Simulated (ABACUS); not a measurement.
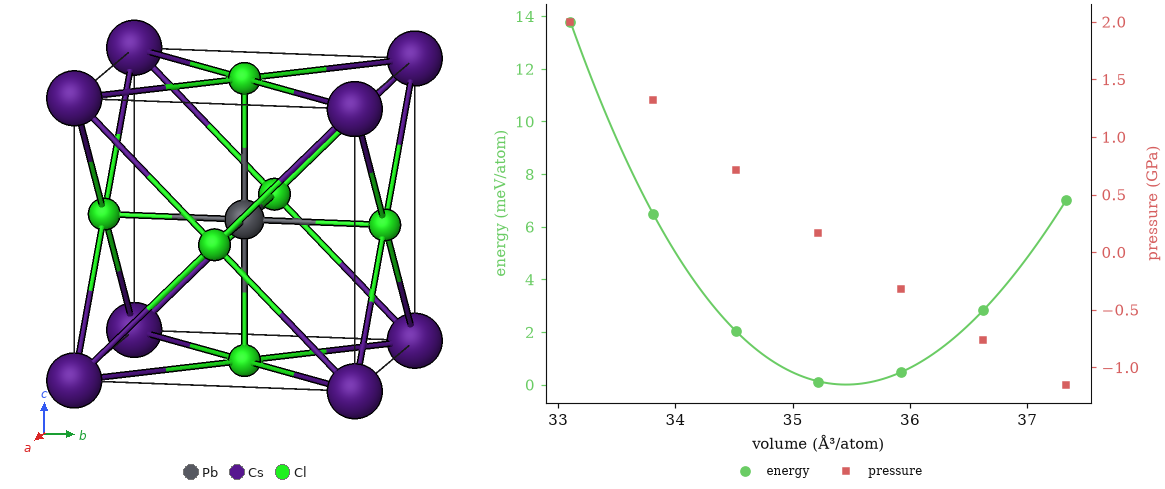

The plot gives the computed energy and pressure against volume for CsPbCl₃, space group Pm-3m (No. 221). The conventional cell is drawn beside the plot.

Cell as given: a = 5.605 Å, b = 5.605 Å, c = 5.605 Å, α = 90.00°, β = 90.00°, γ = 90.00°; 5 atoms.

Calculation (ABACUS 3.10.1): DFT in plane waves or numerical atomic orbitals with pseudopotentials, no spin polarisation; energies at scaled volumes of the given cell, shape and fractions fixed, counted from the fit's minimum, third-order Birch-Murnaghan fit. Level: PBEsol.

k mesh 5×5×5; occupations Fermi–Dirac; smearing width 0.05 eV; potentials PseudoDojo NC SR 0.4.1 PBEsol standard; wave cutoff 857.2 eV; density cutoff 3429 eV; program settings basis pw.

Q: What equilibrium volume and bulk modulus follow from the curve?

A: A third-order Birch–Murnaghan fit gives V0 = 35.45 Å³/atom, B0 = 24.9 GPa and B′ = 4.7.

Q: What does the pressure do across the range?

A: It falls from 2.00 GPa at volume 33.10 Å³/atom to −1.15 GPa at 37.33 Å³/atom, and changes sign near 35.46 Å³/atom.

Keep in mind: spin-orbit coupling left out, heavy elements.

The computed values:

```
volume (Å³/atom)  energy (meV/atom)  pressure (GPa)
           33.10              13.79            2.00
           33.81               6.50            1.32
           34.51               2.04            0.71
           35.22               0.12            0.17
           35.92               0.47           -0.32
           36.63               2.83           -0.76
           37.33               7.01           -1.15
```
